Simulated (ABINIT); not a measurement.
# Band-structure run of ZrB2 (part 4 of 4)

The same run, continued: ZrB2 (P6/mmm, 3 atoms in the cell); Kohn-Sham DFT of a periodic cell, revPBE, JTH PAW PBE v2.0, no spin polarisation (ABINIT 10.8.3); cutoff 462.59 eV, 10×10×8 k-mesh, fermi-dirac of 0.05 eV. The structure derives from an entry of the Crystallography Open Database.

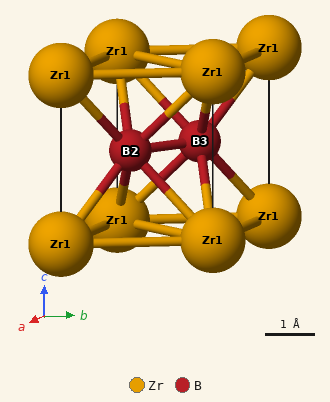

Figure 1. The input geometry (ball-and-stick view of the cell of the calculation, seen slightly off an axis; atoms are numbered from 1 in the order of the input).

## Log, continued
```
 Mean square residual over all n,k,spin=   46.214E-14; max=  99.883E-14
 reduced coordinates (array xred) for    3 atoms
       0.000000000000      0.000000000000      0.000000000000
       0.666666666667      0.333333333333      0.500000000000
       0.333333333333      0.666666666667      0.500000000000

 cartesian coordinates (angstrom) at end:
    1      0.00000000000000     0.00000000000000     0.00000000000000
    2      1.58500000000000     0.91510017666667     1.76650000000000
    3     -0.00000000000000     1.83020035333333     1.76650000000000
 length scales=  1.889726125908  1.889726125908  1.889726125908 bohr
              =  1.000000000000  1.000000000000  1.000000000000 angstroms
 Eigenvalues (   eV  ) for nkpt=  56  k points:
 kpt#   1, nband= 17, wtk=  1.00000, kpt=  0.0000  0.0000  0.0000 (reduced coord)
 -36.07056  -14.24801  -13.70299  -13.70299   -0.17863    9.97221    9.97221   10.01609
  10.24023   15.99614   15.99614   16.78783   16.78783   17.42194   17.75208   17.75208
  20.45068
 kpt#   2, nband= 17, wtk=  1.00000, kpt=  0.0556  0.0000  0.0000 (reduced coord)
 -36.06711  -14.24286  -13.73339  -13.70956   -0.11635    9.78117    9.97435   10.07707
  10.16986   15.95654   16.10071   16.33248   16.48229   17.70891   18.07383   18.23606
  20.23512
 kpt#   3, nband= 17, wtk=  1.00000, kpt=  0.1111  0.0000  0.0000 (reduced coord)
 -36.05715  -14.22800  -13.81999  -13.72840    0.06724    9.27598    9.97347    9.98166
  10.24197   15.62342   15.84548   16.11176   16.35261   18.41818   18.50118   19.14418
  19.75842
 kpt#   4, nband= 17, wtk=  1.00000, kpt=  0.1667  0.0000  0.0000 (reduced coord)
 -36.04185  -14.20519  -13.95020  -13.75710    0.36308    8.58547    9.72622    9.95270
  10.44836   15.02990   15.68308   15.92990   16.55062   18.72836   19.39285   19.48011
  20.22323
 kpt#   5, nband= 17, wtk=  1.00000, kpt=  0.2222  0.0000  0.0000 (reduced coord)
 -36.02301  -14.17702  -14.10606  -13.79204    0.75877    7.80866    9.45344    9.89899
  10.58385   14.74124   15.49519   15.97157   16.42781   18.85329   19.50031   20.70073
  21.42094
 kpt#   6, nband= 17, wtk=  1.00000, kpt=  0.2778  0.0000  0.0000 (reduced coord)
 -36.00285  -14.26765  -14.14686  -13.82889    1.24091    7.00024    9.19945    9.81460
  10.54605   14.89080   15.30711   16.01790   16.21682   18.90268   20.07472   22.00545
  22.70402
 kpt#   7, nband= 17, wtk=  1.00000, kpt=  0.3333  0.0000  0.0000 (reduced coord)
 -35.98382  -14.41576  -14.11833  -13.86327    1.79669    6.18759    8.98671    9.71624
  10.35893   15.14005   15.45678   15.55216   16.60412   18.91864   20.86898   22.55186
  23.45283
 kpt#   8, nband= 17, wtk=  1.00000, kpt=  0.3889  0.0000  0.0000 (reduced coord)
 -35.96824  -14.53400  -14.09499  -13.89109    2.41369    5.38681    8.82833    9.62648
  10.13679   15.00999   15.16596   16.28847   17.03555   18.93414   21.68624   21.78784
  24.75481
 kpt#   9, nband= 17, wtk=  1.00000, kpt=  0.4444  0.0000  0.0000 (reduced coord)
 -35.95804  -14.60999  -14.07967  -13.90915    3.07541    4.61497    8.73137    9.56457
   9.97254   14.91777   14.92782   17.15800   17.38299   18.99512   20.84741   22.33674
  26.00943
 kpt#  10, nband= 17, wtk=  1.00000, kpt=  0.5000  0.0000  0.0000 (reduced coord)
 -35.95449  -14.63619  -14.07433  -13.91537    3.61481    4.03900    8.69876    9.54262
   9.91327   14.83264   14.89976   17.51821   17.59370   19.10200   20.29147   22.59527
  26.90560
 kpt#  11, nband= 17, wtk=  1.00000, kpt=  0.4667  0.0667  0.0000 (reduced coord)
 -35.95324  -14.62352  -14.07248  -13.94263    3.68792    4.06798    8.75732    8.84868
  10.58825   13.64824   16.18556   16.97269   17.51804   19.75109   20.45830   22.52471
  26.62927
 kpt#  12, nband= 17, wtk=  1.00000, kpt=  0.4333  0.1333  0.0000 (reduced coord)
 -35.94987  -14.58626  -14.06750  -14.01860    3.90062    4.15543    7.96569    8.93272
  11.44233   12.55368   16.11776   17.24206   17.57362   20.91381   21.00130   22.31959
  26.08393
 kpt#  13, nband= 17, wtk=  1.00000, kpt=  0.4000  0.2000  0.0000 (reduced coord)
 -35.94545  -14.52681  -14.12762  -14.06094    4.23155    4.30203    7.06016    9.22370
  11.59742   12.36935   15.32827   16.75013   18.97431   21.92354   21.99842   22.20438
  25.56270
 kpt#  14, nband= 17, wtk=  1.00000, kpt=  0.3667  0.2667  0.0000 (reduced coord)
 -35.94153  -14.44891  -14.24810  -14.05511    4.50904    4.62916    6.19346    9.62813
  10.79105   13.35634   14.66737   16.14822   20.26082   21.58832   23.11430   23.52387
  24.92031
 kpt#  15, nband= 17, wtk=  1.00000, kpt=  0.3333  0.3333  0.0000 (reduced coord)
 -35.93985  -14.35737  -14.35737  -14.05261    4.77851    4.77851    5.68586   10.14256
  10.14256   14.15714   14.15714   15.75746   21.12105   21.12105   24.16542   24.16542
  25.03899
 kpt#  16, nband= 17, wtk=  1.00000, kpt=  0.3000  0.3000  0.0000 (reduced coord)
 -35.94200  -14.43535  -14.25772  -14.05581    4.15509    5.11365    6.06388    9.65614
  10.76149   13.80847   14.01972   16.33175   20.62969   21.16258   23.37927   23.61828
  23.96135
 kpt#  17, nband= 17, wtk=  1.00000, kpt=  0.2667  0.2667  0.0000 (reduced coord)
 -35.94905  -14.46771  -14.15573  -14.06636    3.38123    5.51803    6.70165    9.33155
  11.47606   13.38322   13.62587   17.32197   20.14672   20.59031   21.79823   23.00364
  23.55462
 kpt#  18, nband= 17, wtk=  1.00000, kpt=  0.2333  0.2333  0.0000 (reduced coord)
 -35.96133  -14.44716  -14.08475  -14.05686    2.63972    5.99526    7.40581    9.16342
  12.27180   12.70100   13.60845   17.94874   19.70467   19.81351   20.53195   22.36481
  23.32808
 kpt#  19, nband= 17, wtk=  1.00000, kpt=  0.2000  0.2000  0.0000 (reduced coord)
 -35.97826  -14.37424  -14.11009  -13.96575    1.95980    6.54731    8.12491    9.14024
  12.06029   13.12351   13.75057   17.63411   19.01011   19.33918   19.97363   21.69793
  23.33199
 kpt#  20, nband= 17, wtk=  1.00000, kpt=  0.1667  0.1667  0.0000 (reduced coord)
 -35.99842  -14.25738  -14.14026  -13.88595    1.35379    7.17158    8.80526    9.24302
  11.48817   13.98622   14.04196   16.79917   18.24353   19.09639   19.76005   20.99254
  23.16053
 kpt#  21, nband= 17, wtk=  1.00000, kpt=  0.1333  0.1333  0.0000 (reduced coord)
 -36.01972  -14.17212  -14.11236  -13.81975    0.83195    7.85575    9.37315    9.44357
  10.99651   14.46841   14.78180   16.11942   17.54278   19.04221   19.48001   20.23313
  21.60849
 kpt#  22, nband= 17, wtk=  1.00000, kpt=  0.1000  0.1000  0.0000 (reduced coord)
 -36.03975  -14.20205  -13.96082  -13.76830    0.40535    8.56893    9.70193    9.75189
  10.59183   15.01156   15.40202   15.83778   16.93114   19.10684   19.24979   19.39477
  20.23568
 kpt#  23, nband= 17, wtk=  1.00000, kpt=  0.0667  0.0667  0.0000 (reduced coord)
 -36.05612  -14.22647  -13.82738  -13.73183    0.08662    9.24653    9.92622    9.96424
  10.28240   15.64686   15.77808   15.99074   16.43967   18.48852   18.64497   19.12641
  19.70898
 kpt#  24, nband= 17, wtk=  1.00000, kpt=  0.0333  0.0333  0.0000 (reduced coord)
 -36.06684  -14.24246  -13.73570  -13.71017   -0.11139    9.76849    9.97019   10.08399
  10.16443   15.94981   16.11239   16.32786   16.43943   17.73298   18.11028   18.24922
  20.21909
 kpt#  25, nband= 17, wtk=  1.00000, kpt=  0.0000  0.0000  0.0000 (reduced coord)
 -36.07056  -14.24801  -13.70299  -13.70299   -0.17863    9.97221    9.97221   10.01609
  10.24023   15.99614   15.99614   16.78783   16.78783   17.42194   17.75208   17.75208
  20.45068
 kpt#  26, nband= 17, wtk=  1.00000, kpt=  0.0000  0.0000  0.0714 (reduced coord)
 -36.06961  -14.26669  -13.70172  -13.70172   -0.10284    9.35828   10.02033   10.02033
  10.87304   15.56607   15.56607   16.62775   16.62775   17.43124   18.29630   18.29630
  20.41492
 kpt#  27, nband= 17, wtk=  1.00000, kpt=  0.0000  0.0000  0.1429 (reduced coord)
 -36.06695  -14.31866  -13.69818  -13.69818    0.11681    8.57605   10.16360   10.16360
  11.59379   14.84856   14.84856   16.19108   16.19108   17.45807   19.35047   19.35047
  20.31537
 kpt#  28, nband= 17, wtk=  1.00000, kpt=  0.0000  0.0000  0.2143 (reduced coord)
 -36.06309  -14.39262  -13.69306  -13.69306    0.45757    7.78363   10.39772   10.39772
  12.32019   14.18514   14.18514   15.57570   15.57570   17.49936   20.17299   20.55324
  20.55324
 kpt#  29, nband= 17, wtk=  1.00000, kpt=  0.0000  0.0000  0.2857 (reduced coord)
 -36.05881  -14.47309  -13.68736  -13.68736    0.88070    7.01678   10.71330   10.71330
  13.04529   13.64443   13.64443   14.88236   14.88236   17.54919   20.01572   21.79237
  21.79237
 kpt#  30, nband= 17, wtk=  1.00000, kpt=  0.0000  0.0000  0.3571 (reduced coord)
 -36.05495  -14.54420  -13.68221  -13.68221    1.32544    6.33236   11.08809   11.08809
  13.24854   13.24854   13.72201   14.19898   14.19898   17.59848   19.87350   22.95610
  22.95614
 kpt#  31, nband= 17, wtk=  1.00000, kpt=  0.0000  0.0000  0.4286 (reduced coord)
 -36.05227  -14.59273  -13.67867  -13.67867    1.69267    5.82380   11.45910   11.45910
  13.00766   13.00766   13.62870   13.62870   14.23941   17.63555   19.77399   23.74993
  23.85620
 kpt#  32, nband= 17, wtk=  1.00000, kpt=  0.0000  0.0000  0.5000 (reduced coord)
 -36.05131  -14.60990  -13.67739  -13.67739    1.84261    5.62730   11.64430   11.64430
  12.92686   12.92686   13.37504   13.37504   14.44033   17.64950   19.73818   23.35092
  24.21228
 kpt#  33, nband= 17, wtk=  1.00000, kpt=  0.0556  0.0000  0.5000 (reduced coord)
 -36.04791  -14.60276  -13.70628  -13.68357    1.85511    5.71862   11.11243   11.21939
  13.12344   13.36088   13.42353   13.46193   14.48729   17.97001   19.87310   23.28161
  24.24320
 kpt#  34, nband= 17, wtk=  1.00000, kpt=  0.1111  0.0000  0.5000 (reduced coord)
 -36.03809  -14.58213  -13.78873  -13.70131    1.89317    5.98427   10.18895   10.53666
  12.54377   13.72007   14.00656   14.31602   14.62709   18.73777   20.24644   23.02891
  24.20599
 kpt#  35, nband= 17, wtk=  1.00000, kpt=  0.1667  0.0000  0.5000 (reduced coord)
 -36.02299  -14.55031  -13.91299  -13.72834    1.95807    6.39897    9.21943    9.88752
  11.88192   14.14139   14.56744   14.85271   15.29464   19.64936   20.72690   22.69659
  24.21151
 kpt#  36, nband= 17, wtk=  1.00000, kpt=  0.2222  0.0000  0.5000 (reduced coord)
 -36.00440  -14.51092  -14.06215  -13.76129    2.05092    6.91890    8.28642    9.31900
  11.27271   14.71128   15.03732   15.14904   16.27902   20.46570   20.93152   22.68972
  24.26826
 kpt#  37, nband= 17, wtk=  1.00000, kpt=  0.2778  0.0000  0.5000 (reduced coord)
 -35.98453  -14.46858  -14.21721  -13.79605    2.17150    7.43336    7.47675    8.84524
  10.79117   15.40573   15.45266   15.48948   17.20425   20.58248   20.97525   23.29973
  24.40542
 kpt#  38, nband= 17, wtk=  1.00000, kpt=  0.3333  0.0000  0.5000 (reduced coord)
 -35.96576  -14.42836  -14.35969  -13.82847    2.31429    6.69411    7.97344    8.47258
  10.49816   15.83105   15.84341   16.18406   17.99904   20.01764   21.06833   24.20498
  24.63057
 kpt#  39, nband= 17, wtk=  1.00000, kpt=  0.3889  0.0000  0.5000 (reduced coord)
 -35.95040  -14.47363  -14.39525  -13.85472    2.46362    6.10517    8.20451    8.30008
  10.43189   16.11560   16.21390   16.97116   18.59745   19.45305   20.89172   24.62276
  24.96088
 kpt#  40, nband= 17, wtk=  1.00000, kpt=  0.4444  0.0000  0.5000 (reduced coord)
 -35.94034  -14.54702  -14.37351  -13.87179    2.58616    5.71303    8.04288    8.43612
  10.51709   16.29185   16.52177   17.61963   18.96079   19.00813   20.70261   24.00418
  24.76339
 kpt#  41, nband= 17, wtk=  1.00000, kpt=  0.5000  0.0000  0.5000 (reduced coord)
 -35.93684  -14.57234  -14.36595  -13.87771    2.63540    5.57288    7.98881    8.46529
  10.57556   16.34796   16.65387   17.88756   18.82737   19.08124   20.63233   23.65855
  24.92170
 kpt#  42, nband= 17, wtk=  1.00000, kpt=  0.4667  0.0667  0.5000 (reduced coord)
 -35.93561  -14.56002  -14.36333  -13.90380    2.68303    5.47489    7.94780    8.56832
  10.53114   16.37279   16.86439   17.94139   18.83159   19.13790   20.55612   22.70201
  24.90008
 kpt#  43, nband= 17, wtk=  1.00000, kpt=  0.4333  0.1333  0.5000 (reduced coord)
 -35.93230  -14.52395  -14.35629  -13.97669    2.82568    5.19584    7.85353    8.85564
  10.40897   16.44252   17.39614   18.10151   18.83887   19.36515   20.33576   21.45501
  24.04851
 kpt#  44, nband= 17, wtk=  1.00000, kpt=  0.4000  0.2000  0.5000 (reduced coord)
 -35.92794  -14.46638  -14.34701  -14.08142    3.06316    4.78327    7.75721    9.25961
  10.23849   16.54213   17.96547   18.36413   18.83115   19.94625   19.99401   20.40270
  23.20665
 kpt#  45, nband= 17, wtk=  1.00000, kpt=  0.3667  0.2667  0.5000 (reduced coord)
 -35.92407  -14.39106  -14.33876  -14.19739    3.39471    4.30393    7.68985    9.66227
  10.05862   16.64298   18.34878   18.72199   18.77269   19.57302   19.67146   20.96275
  22.47129
 kpt#  46, nband= 17, wtk=  1.00000, kpt=  0.3333  0.3333  0.5000 (reduced coord)
 -35.92241  -14.33521  -14.30267  -14.30267    3.81957    3.81957    7.66523    9.90972
   9.90972   16.69337   18.60992   18.60992   19.16298   19.16298   19.34477   21.91539
  21.91540
 kpt#  47, nband= 17, wtk=  1.00000, kpt=  0.3000  0.3000  0.5000 (reduced coord)
 -35.92453  -14.37795  -14.33975  -14.20665    3.37252    4.33626    7.69374    9.82773
   9.87764   16.61805   18.29811   18.68181   18.81830   19.62883   19.66601   21.58764
  21.62902
 kpt#  48, nband= 17, wtk=  1.00000, kpt=  0.2667  0.2667  0.5000 (reduced coord)
 -35.93148  -14.40927  -14.35475  -14.10862    2.98557    4.94265    7.78849    9.55187
   9.84183   16.38064   17.84659   18.15341   18.89286   20.19360   20.43959   20.94914
  21.47029
 kpt#  49, nband= 17, wtk=  1.00000, kpt=  0.2333  0.2333  0.5000 (reduced coord)
 -35.94359  -14.38958  -14.38082  -14.01382    2.66666    5.63578    7.96574    9.01427
   9.97370   16.02074   17.30941   17.51393   18.56692   20.67777   20.70033   21.48571
  21.61291
 kpt#  50, nband= 17, wtk=  1.00000, kpt=  0.2000  0.2000  0.5000 (reduced coord)
 -35.96028  -14.41673  -14.31945  -13.92673    2.41374    6.41144    8.24114    8.36509
  10.23678   15.59843   16.73504   16.76591   17.84507   20.94442   20.99967   21.53703
  22.92911
 kpt#  51, nband= 17, wtk=  1.00000, kpt=  0.1667  0.1667  0.5000 (reduced coord)
 -35.98016  -14.45928  -14.20717  -13.85066    2.21916    7.26311    7.68440    8.62702
  10.63602   15.14778   16.00445   16.14522   16.98472   20.99397   21.41290   21.51297
  24.17359
 kpt#  52, nband= 17, wtk=  1.00000, kpt=  0.1333  0.1333  0.5000 (reduced coord)
 -36.00116  -14.50406  -14.06810  -13.78776    2.07360    7.03274    8.18095    9.12899
  11.16550   14.66465   15.36430   15.53689   16.08876   20.55070   21.28688   21.96403
  24.78588
 kpt#  53, nband= 17, wtk=  1.00000, kpt=  0.1000  0.1000  0.5000 (reduced coord)
 -36.02092  -14.54593  -13.92310  -13.73901    1.96849    6.46047    9.14900    9.74264
  11.80281   14.16523   14.88919   14.92365   15.18131   19.74859   20.82303   22.51657
  24.35804
 kpt#  54, nband= 17, wtk=  1.00000, kpt=  0.0667  0.0667  0.5000 (reduced coord)
 -36.03707  -14.57999  -13.79577  -13.70456    1.89737    6.01229   10.13927   10.44835
  12.49296   13.74190   14.17816   14.27606   14.64710   18.80669   20.28548   22.98666
  24.23610
 kpt#  55, nband= 17, wtk=  1.00000, kpt=  0.0333  0.0333  0.5000 (reduced coord)
 -36.04764  -14.60219  -13.70847  -13.68415    1.85612    5.72588   11.08521   11.18693
  13.10512   13.42019   13.42196   13.46859   14.49119   17.99385   19.88371   23.27494
  24.23644
 kpt#  56, nband= 17, wtk=  1.00000, kpt=  0.0000  0.0000  0.5000 (reduced coord)
 -36.05131  -14.60990  -13.67739  -13.67739    1.84261    5.62730   11.64430   11.64430
  12.92686   12.92686   13.37504   13.37504   14.44033   17.64950   19.73818   23.35092
  24.21228

== END DATASET(S) ==============================================================
================================================================================

 -outvars: echo values of variables after computation  --------
            acell      1.8897261259E+00  1.8897261259E+00  1.8897261259E+00 Bohr
           etotal1    -5.3252284821E+01
            fcart1    -0.0000000000E+00 -2.1626146096E-30 -0.0000000000E+00
                      -0.0000000000E+00  2.3788760706E-29 -0.0000000000E+00
                      -0.0000000000E+00 -2.1626146096E-29 -0.0000000000E+00
            rprim      3.1700000000E+00  0.0000000000E+00  0.0000000000E+00
                      -1.5850000000E+00  2.7453005300E+00  0.0000000000E+00
                       0.0000000000E+00  0.0000000000E+00  3.5330000000E+00
           strten1    -1.0173779844E-04 -1.0173779847E-04 -1.2904576828E-04
                       0.0000000000E+00  0.0000000000E+00  0.0000000000E+00
           xangst      0.0000000000E+00  0.0000000000E+00  0.0000000000E+00
                       1.5850000000E+00  9.1510017667E-01  1.7665000000E+00
                      -5.8094647989E-17  1.8302003533E+00  1.7665000000E+00
             xred      0.0000000000E+00  0.0000000000E+00  0.0000000000E+00
                       6.6666666667E-01  3.3333333333E-01  5.0000000000E-01
                       3.3333333333E-01  6.6666666667E-01  5.0000000000E-01
 Calculation completed.
```

This output came from the following input.

## Input file
```
ndtset 2

pp_dirpath "./"
pseudos "Zr.GGA_PBE-JTH.xml, B.GGA_PBE-JTH.xml"

acell 3*1.0 Angstrom
rprim
     3.1700000000     0.0000000000     0.0000000000
    -1.5850000000     2.7453005300     0.0000000000
     0.0000000000     0.0000000000     3.5330000000
ntypat 2
znucl 40 5
natom 3
typat 1 2 2
xred
     0.0000000000     0.0000000000     0.0000000000
     0.6666666667     0.3333333333     0.5000000000
     0.3333333333     0.6666666667     0.5000000000

ecut 17.0
pawecutdg 34.0

ixc 14

occopt 3
tsmear 0.00183747

nstep 100

iomode 3
prtwf 0
prteig 0
prtebands 0
enunit 1
prtden1 1

kptopt1 1
ngkpt1 10 10 8
nshiftk1 1
shiftk1 0.0 0.0 0.0
nband1 13
tolvrs1 1.0e-9

iscf2 -2
getden2 1
nband2 17
nbdbuf2 2
tolwfr2 1.0e-12
kptopt2 -7
ndivsm2 5
prteig2 1
kptbounds2
     0.0000000000     0.0000000000     0.0000000000
     0.5000000000     0.0000000000     0.0000000000
     0.3333333333     0.3333333333     0.0000000000
     0.0000000000     0.0000000000     0.0000000000
     0.0000000000     0.0000000000     0.5000000000
     0.5000000000     0.0000000000     0.5000000000
     0.3333333333     0.3333333333     0.5000000000
     0.0000000000     0.0000000000     0.5000000000
```

Command:
```bash
abinit run.abi > log 2>&1
```

## Key numbers

| quantity | value |
| --- | --- |
| outcome | converged |
| space group (tolerance 0.01 Å) | P6/mmm (191) |
| electrons treated | 18 |
| free energy | −1449.0685 eV |
| Fermi energy | 12.514 eV |
| gap on the k-point mesh | none (metallic) |
| pressure | 3.26 GPa |
| largest force (length of the vector) | under 0.001 eV/Å |
| hardware | 1 thread of Arm Neoverse V2, 24 GiB of memory available, shared host |
| wall time | 25 s |
| peak memory | 0.11 GiB |
